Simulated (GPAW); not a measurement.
**O K-edge XANES of wurtzite (ZnO)₁₋ₓ(CdO)ₓ at x = 0**

What does the O K edge look like in wurtzite (ZnO)₁₋ₓ(CdO)ₓ at x = 0?

Program: GPAW 26.7.0. Level of theory: X-ray absorption from dipole matrix elements to empty bands, plane-wave PAW PBE. Results are calculated unless marked as measured.

## 1. Set-up

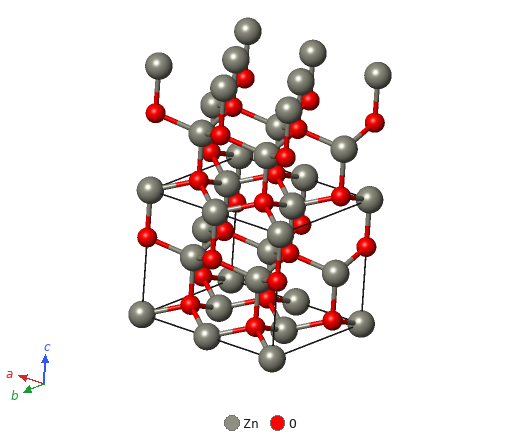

The cell as given, from a free direction (zinc grey, oxygen red). 1×1×2 cells are drawn. Some periodic images of atoms are drawn too.

Structure file:

```cif
data_structure
_symmetry_space_group_name_H-M 'P 1'
_symmetry_Int_Tables_number 1
_cell_length_a 6.5000
_cell_length_b 5.6292
_cell_length_c 5.2070
_cell_angle_alpha 90.000
_cell_angle_beta 90.000
_cell_angle_gamma 90.000
_cell_volume 190.52
loop_
_atom_site_label
_atom_site_type_symbol
_atom_site_fract_x
_atom_site_fract_y
_atom_site_fract_z
_atom_site_occupancy
Zn1 Zn 0.00000 0.00000 0.00000 1
O2 O 0.00000 0.33333 0.12014 1
Zn3 Zn 0.00000 0.33333 0.50000 1
O4 O 0.00000 0.00000 0.62014 1
Zn5 Zn 0.25000 0.50000 0.00000 1
O6 O 0.25000 0.83333 0.12014 1
Zn7 Zn 0.25000 0.83333 0.50000 1
O8 O 0.25000 0.50000 0.62014 1
Zn9 Zn 0.50000 0.00000 0.00000 1
O10 O 0.50000 0.33333 0.12014 1
Zn11 Zn 0.50000 0.33333 0.50000 1
O12 O 0.50000 0.00000 0.62014 1
Zn13 Zn 0.75000 0.50000 0.00000 1
O14 O 0.75000 0.83333 0.12014 1
Zn15 Zn 0.75000 0.83333 0.50000 1
O16 O 0.75000 0.50000 0.62014 1
```

## 2. Relaxation

The cell was built by hand, so its atoms are relaxed first: near-edge features follow bond lengths closely.

Contents of relax.py:

```python
import numpy as np
from ase import Atoms
from ase.parallel import parprint, paropen
from gpaw import GPAW, PW, FermiDirac, Mixer, MixerDif, setup_paths
from ase.optimize import BFGS

atoms = Atoms('ZnOZnOZnOZnOZnOZnOZnOZnO',
    cell=[[6.5, 0, 0],
     [0, 5.629165, 0],
     [0, 0, 5.207]],
    scaled_positions=[[0, 0, 0],
     [0, 0.333333, 0.120142],
     [0, 0.333333, 0.5],
     [0, 0, 0.620142],
     [0.25, 0.5, 0],
     [0.25, 0.833333, 0.120142],
     [0.25, 0.833333, 0.5],
     [0.25, 0.5, 0.620142],
     [0.5, 0, 0],
     [0.5, 0.333333, 0.120142],
     [0.5, 0.333333, 0.5],
     [0.5, 0, 0.620142],
     [0.75, 0.5, 0],
     [0.75, 0.833333, 0.120142],
     [0.75, 0.833333, 0.5],
     [0.75, 0.5, 0.620142]],
    pbc=True)
atoms.calc = GPAW(legacy_gpaw=True, mode=PW(500, force_complex_dtype=True), xc='PBE', setups={},
    kpts={'size': (3, 3, 3), 'gamma': True}, occupations=FermiDirac(0.08),
    charge=0, mixer=Mixer(0.1, 5, 50), maxiter=150,
    convergence={'density': 0.0001, 'eigenstates': 1e-6}, txt='relax.txt')
steps = []
opt = BFGS(atoms, logfile='-')
opt.attach(lambda: steps.append([atoms.get_potential_energy(), float(np.linalg.norm(atoms.get_forces(), axis=1).max())]))
done = opt.run(fmax=0.05, steps=30)
out = dict(done=bool(done), steps=steps, frac=atoms.get_scaled_positions().tolist())
import json
with paropen('out.json', 'w') as f:
    json.dump(out, f)
```

Command:

```console
> OMP_NUM_THREADS=1 mpirun -n 4 gpaw python relax.py
```

Numbers of over 12 decimals in the logs are rounded to 6 here.

Log:

```text
Input parameters:
  convergence: {density: 0.0001,
                eigenstates: 1e-06}
  kpts: {gamma: True,
         size: (3, 3, 3)}
  maxiter: 150
  mixer: {backend: pulay,
          beta: 0.1,
          method: separate,
          nmaxold: 5,
          weight: 50}
  mode: {ecut: 500.0,
         force_complex_dtype: True,
         name: pw}
  occupations: {fixmagmom: False,
                name: fermi-dirac,
[...]
(s=0, k=0, n=71, [0.00, 0.00, 0.00]) -> (s=0, k=0, n=72, [0.00, 0.00, 0.00])
No difference between direct/indirect transitions

Forces in eV/Ang:
[...]
14 Zn   -0.00094    0.00455   -0.00005
 15 O    -0.00018    0.00313   -0.00455
Step     Time          Energy          fmax
BFGS:    0 02:00:59      -70.481361        0.064292
BFGS:    1 02:01:06      -70.481792        0.056170
BFGS:    2 02:01:17      -70.481908        0.067823
BFGS:    3 02:01:27      -70.482646        0.007946
[key lines of the parts left out:]
Converged after 6 iterations.
Dipole moment: (0.000000, 3.723527, -5.953338) |e|*Ang
Free energy:    -70.482646
Fermi level: 4.35520
```

Elapsed: 55 s, on 4 MPI ranks of Intel Xeon Platinum 8488C (Sapphire Rapids), shared host; peak memory 0.26 GiB; 3.7 min of CPU time.

In 3 steps the energy fell by 1 meV (energies extrapolated to zero smearing) and the largest force to 0.008 eV/Å. No atom moved by more than 0.005 Å.

## 3. The field without a hole

The ground state comes first: it tells whether the system has a gap, which decides how the excited electron is treated.

Contents of scf.py:

```python
import numpy as np
from ase import Atoms
from ase.parallel import parprint, paropen
from gpaw import GPAW, PW, FermiDirac, Mixer, MixerDif, setup_paths
from gpaw.test import gen
setup_paths.insert(0, '.')
gen('O', name='nch1s', xcname='PBE', corehole=(1, 0, 0), write_xml=True)
from gpaw.mpi import world
world.barrier()

atoms = Atoms('ZnOZnOZnOZnOZnOZnOZnOZnO',
    cell=[[6.5, 0, 0],
     [0, 5.629165, 0],
     [0, 0, 5.207]],
    scaled_positions=[[0, 0.9999604, 0.0006587],
     [0, 0.3331747, 0.1192556],
     [0, 0.3333725, 0.5005398],
     [0, 0.0001613, 0.6198891],
     [0.2499968, 0.4999889, 0.0006385],
     [0.2500762, 0.8331786, 0.1192559],
     [0.2499969, 0.8333443, 0.50052],
     [0.2500795, 0.5001571, 0.619885],
     [0.5, 0.0000169, 0.0006187],
     [0.5, 0.3331821, 0.1192526],
     [0.5, 0.3333162, 0.5005003],
     [0.5, 0.0001537, 0.6198796],
     [0.7500032, 0.4999889, 0.0006385],
     [0.7499238, 0.8331786, 0.1192559],
     [0.7500031, 0.8333443, 0.50052],
     [0.7499205, 0.5001571, 0.619885]],
    pbc=True)
atoms.calc = calc = GPAW(legacy_gpaw=True, mode=PW(500, force_complex_dtype=True), xc='PBE', setups={1: 'nch1s'},
    kpts={'size': (3, 4, 4), 'gamma': True}, occupations=FermiDirac(0.05),
    charge=0, mixer=Mixer(0.1, 5, 50), maxiter=150,
    convergence={'density': 0.0001, 'eigenstates': 1e-6}, txt='scf.txt')
energy = atoms.get_potential_energy() + calc.get_reference_energy()
ef = calc.get_fermi_level()
out = dict(energy=energy, fermi=ef, forces=atoms.get_forces().tolist())
parprint(f'all-electron energy {energy:.4f} eV, Fermi level {ef:.4f} eV')
ev = np.array([[calc.get_eigenvalues(k, s) for k in range(len(calc.get_ibz_k_points()))] for s in range(calc.get_number_of_spins())])
out['homo'], out['lumo'], out['counts'] = ev[ev < ef].max(), ev[ev > ef].min(), sorted(set((ev < ef).sum((0, 2)).tolist()))
out['filled'] = (ev[:, 0] < ef).sum(1).tolist()
import json
with paropen('out.json', 'w') as f:
    json.dump(out, f)
```

Command:

```console
> OMP_NUM_THREADS=1 mpirun -n 4 gpaw python scf.py
```

Log:

```text
Input parameters:
  convergence: {density: 0.0001,
                eigenstates: 1e-06}
  kpts: {gamma: True,
         size: (3, 4, 4)}
  maxiter: 150
  mixer: {backend: pulay,
          beta: 0.1,
          method: separate,
          nmaxold: 5,
          weight: 50}
  mode: {ecut: 500.0,
         force_complex_dtype: True,
         name: pw}
  occupations: {fixmagmom: False,
                name: fermi-dirac,
                width: 0.05}
  setups: {1: nch1s}
  xc: PBE

Initialize ...

[... PAW data sets ...]

Reference energy: -407217.431747  # eV

Spin-paired calculation

[... convergence settings ...]
Symmetries present (total): 2
  [... symmetry matrices ...]

48 k-points: 3 x 4 x 4 Monkhorst-Pack grid + [0.000000,1/8,1/8]
20 k-points in the irreducible part of the Brillouin zone
       k-points in crystal coordinates                weights
   0:     0.00000000    0.00000000    0.00000000          1/48
   1:     0.00000000    0.00000000    0.25000000          2/48
   2:     0.00000000    0.00000000    0.50000000          1/48
   3:     0.00000000    0.25000000   -0.25000000          2/48
   4:     0.00000000    0.25000000    0.00000000          2/48
   5:     0.00000000    0.25000000    0.25000000          2/48
   6:     0.00000000    0.25000000    0.50000000          2/48
   7:     0.00000000    0.50000000    0.00000000          1/48
   8:     0.00000000    0.50000000    0.25000000          2/48
   9:     0.00000000    0.50000000    0.50000000          1/48
          ...
  19:     0.33333333    0.50000000    0.50000000          2/48

Wave functions: Plane wave expansion
  Cutoff energy: 500.000 eV
  Number of coefficients (min, max): 4800, 4864
  Pulay-stress correction: 0.000000 eV/Ang^3 (de/decut=0.000000)
  Using FFTW library
  Wavefunction extrapolation:
    Improved wavefunction reuse through dual PAW basis

Occupation numbers: Fermi-Dirac:
  width: 0.0500  # eV

Eigensolver
   Davidson(niter=2)

Densities:
  Coarse grid: 35*30*27 grid
  Fine grid: 70*60*54 grid
  Total Charge: 0.000000

Density mixing:
  Method: separate
  Backend: pulay
  Linear mixing parameter: 0.1
  old densities: 5
  Width of damping distribution: 1.1
  Damping of long wavelength oscillations: 50

[... Hamiltonian set-up ...]
Number of atoms: 16
Number of atomic orbitals: 104
Number of bands in calculation: 91
Number of valence electrons: 144
Bands to converge: occupied

... initialized

Initializing position-dependent things.

Density initialized from atomic densities
Creating initial wave functions:
  91 bands from LCAO basis set

Positions:
   0 Zn     0.000000    5.628942    0.003430    ( 0.0000,  0.0000,  0.0000)
   1 O      0.000000    1.875495    0.620964    ( 0.0000,  0.0000,  0.0000)
   2 Zn     0.000000    1.876609    2.606311    ( 0.0000,  0.0000,  0.0000)
   3 O      0.000000    0.000908    3.227763    ( 0.0000,  0.0000,  0.0000)
   4 Zn     1.624979    2.814520    0.003325    ( 0.0000,  0.0000,  0.0000)
   5 O      1.625495    4.690100    0.620965    ( 0.0000,  0.0000,  0.0000)
   6 Zn     1.624980    4.691033    2.606208    ( 0.0000,  0.0000,  0.0000)
[...]
13 O      4.874505    4.690100    0.620965    ( 0.0000,  0.0000,  0.0000)
  14 Zn     4.875020    4.691033    2.606208    ( 0.0000,  0.0000,  0.0000)
  15 O      4.874483    2.815467    3.227741    ( 0.0000,  0.0000,  0.0000)

Unit cell:
           periodic     x           y           z      points  spacing
  1. axis:    yes    6.500000    0.000000    0.000000    35     0.1857
  2. axis:    yes    0.000000    5.629165    0.000000    30     0.1876
  3. axis:    yes    0.000000    0.000000    5.207000    27     0.1929

  Lengths:   6.500000   5.629165   5.207000
  Angles:   90.000000  90.000000  90.000000

Effective grid spacing dv^(1/3) = 0.1887

iter:   1   -81.519044
iter:   2   -75.708398   -0.50  -0.99
iter:   3   -70.635483   -0.56  -1.10
iter:   4   -70.506056   -2.09  -1.49
iter:   5   -70.545230   -2.64  -1.74
iter:   6   -70.588189   -3.56  -2.63
iter:   7   -70.500657   -2.75  -2.50
iter:   8   -70.500474   -3.61  -2.97
iter:   9   -70.520486c  -3.18  -3.08
iter:  10   -70.505410c  -3.90  -2.87
iter:  11   -70.501362c  -3.59  -3.25
iter:  12   -70.501392c  -5.09  -4.26c
iter:  13   -70.501380c  -5.98  -4.27c
iter:  14   -70.501386c  -6.76c -4.47c

Converged after 14 iterations.

Dipole moment: (-0.000000, 3.724289, -5.953350) |e|*Ang

Energy contributions relative to reference atoms: (reference = -407217.431747)

Kinetic:       +151.955364
Potential:     -127.005264
External:        +0.000000
XC:             -95.523226
Entropy (-ST):   -0.000032
Local:           +0.071757
SIC:             +0.000000
--------------------------
Free energy:    -70.501402
Extrapolated:   -70.501386

Showing only first 2 kpts
 Kpt  Band  Eigenvalues  Occupancy
  0    70      3.92099    1.99946
  0    71      3.92112    1.99946
  0    72      4.68526    0.00170
  0    73      9.10262    0.00000

  1    70      3.81050    1.99994
  1    71      3.81063    1.99994
  1    72      5.83302    0.00000
  1    73      8.60690    0.00000

Fermi level: 4.33167

Gap: 0.764 eV
Transition (v -> c):
  (s=0, k=0, n=71, [0.00, 0.00, 0.00]) -> (s=0, k=0, n=72, [0.00, 0.00, 0.00])
No difference between direct/indirect transitions

Forces in eV/Ang:
  0 Zn    0.00000   -0.00671    0.00229
  1 O     0.00000   -0.00433    0.00458
  2 Zn    0.00000    0.00683    0.00081
  3 O     0.00000    0.00431    0.00494
  4 Zn    0.00105   -0.00469    0.00056
  5 O     0.00100   -0.00359    0.00385
  6 Zn    0.00100    0.00470   -0.00084
[...]
13 O    -0.00100   -0.00359    0.00385
 14 Zn   -0.00100    0.00470   -0.00084
 15 O    -0.00072    0.00359    0.00449
Scalar-relativistic atomic PBE calculation for O (Oxygen, Z=8)
Core hole in 1s state (1s occupation: 2.0)
300 radial gridpoints.
|------------------------------------------------|
|------------------------------------------------|
[... the atom generator's iteration count ...]

Energy contributions:
-------------------------
Kinetic:      +74.889487
XC:            -8.275248
Potential:   -141.614183
-------------------------
Total:        -74.999944

state      eigenvalue         ekin         rmax
-----------------------------------------------
1s^2.0 :   -18.913699    29.145489        0.129
2s^2.0 :    -0.880545     3.220963        0.871
2p^4.0 :    -0.331818     2.539146        0.819
-----------------------------------------------
(units: Bohr and Hartree)

Generating PAW setup
Kinetic energy of the core from tauc = 58.337696
Cutoffs:
rc(s)=1.300
rc(p)=1.130
rc(d)=1.170
rc(vbar)=1.300
rc(comp)=1.260
rc(nct)=1.300

Kinetic energy of the core states: 58.290978
Charge: 0.0
Core electrons: 2.0
Valence electrons: 6.0
Pseudo-core charge: 0.000736
Shape function alpha=6.299
Pseudo-electron charge 5.680117
state    eigenvalue         norm
--------------------------------
2s(2) :    -0.880545     1.081993
*s    :     0.119455
2p(4) :    -0.331818     0.878848
*p    :     0.668182
*d    :     0.000000
--------------------------------

Diagonalizing with gridspacing h=0.050

state   all-electron     PAW
-------------------------------
2s:      -0.880545    -0.881653
2p:      -0.331818    -0.335594
*d:                    0.049820
*f:                    0.077145
-------------------------------
all-electron energy -407287.9331 eV, Fermi level 4.3317 eV
```

Wall time 48 s (4 MPI ranks); peak memory 0.33 GiB.

The mesh shows a gap of 0.76 eV. The excited electron is kept all the same, so that all members of the series, with or without a gap, are treated alike.

## 4. Cell without a hole, the energy reference

The photon energy needs a difference of total energies, so the cell and mesh of the coming hole run are first run without a hole.

Changes to scf.py since step 3:

```diff
@@ -32,3 +32,3 @@
 atoms.calc = calc = GPAW(legacy_gpaw=True, mode=PW(500, force_complex_dtype=True), xc='PBE', setups={1: 'nch1s'},
-    kpts={'size': (3, 4, 4), 'gamma': True}, occupations=FermiDirac(0.05),
+    kpts={'size': (3, 3, 3), 'gamma': True}, occupations=FermiDirac(0.02),
     charge=0, mixer=Mixer(0.1, 5, 50), maxiter=150,
```

Log:

```text
Input parameters:
  convergence: {density: 0.0001,
                eigenstates: 1e-06}
  kpts: {gamma: True,
         size: (3, 3, 3)}
  maxiter: 150
  mixer: {backend: pulay,
          beta: 0.1,
          method: separate,
          nmaxold: 5,
          weight: 50}
  mode: {ecut: 500.0,
         force_complex_dtype: True,
         name: pw}
  occupations: {fixmagmom: False,
                name: fermi-dirac,
[...]
2s(2) :    -0.880545     1.081993
*s    :     0.119455
2p(4) :    -0.331818     0.878848
*p    :     0.668182
*d    :     0.000000
--------------------------------

Diagonalizing with gridspacing h=0.050

state   all-electron     PAW
-------------------------------
2s:      -0.880545    -0.881653
2p:      -0.331818    -0.335594
*d:                    0.049820
*f:                    0.077145
-------------------------------
all-electron energy -407287.9141 eV, Fermi level 4.3111 eV
[key lines of the parts left out:]
Converged after 13 iterations.
Dipole moment: (-0.000000, 3.722911, -5.952400) |e|*Ang
Free energy:    -70.482343
Fermi level: 4.31108
```

Run time: 27 s. Hardware: 4 MPI ranks; peak memory 0.26 GiB; 1.8 min of CPU time.

Reference energy: -407287.914 eV with the cores included.

(Part 1 of 2 ends here.)

[Banner, clock and machine lines of the logs are left out without a mark of their own.]

[Logs are printed without paths, hosts, clocks, repeated set-up lines and the standing remarks that a program may print on its own settings, such as how far it seeks lower states.]

[Hosts, paths, dates, database ids (printed as entryN), source tags and the programs' standing remarks are cut or masked in the printed files.]

[Lists of maxima count a maximum above −3 eV only where it reaches 4 % of the highest in the window and stands out from its surroundings by 2 % of it (1.5 % where it reaches 55 %); shoulders and weaker maxima are passed over, and of the rest the first, up to two pre-edge ones and the few strongest are named.]
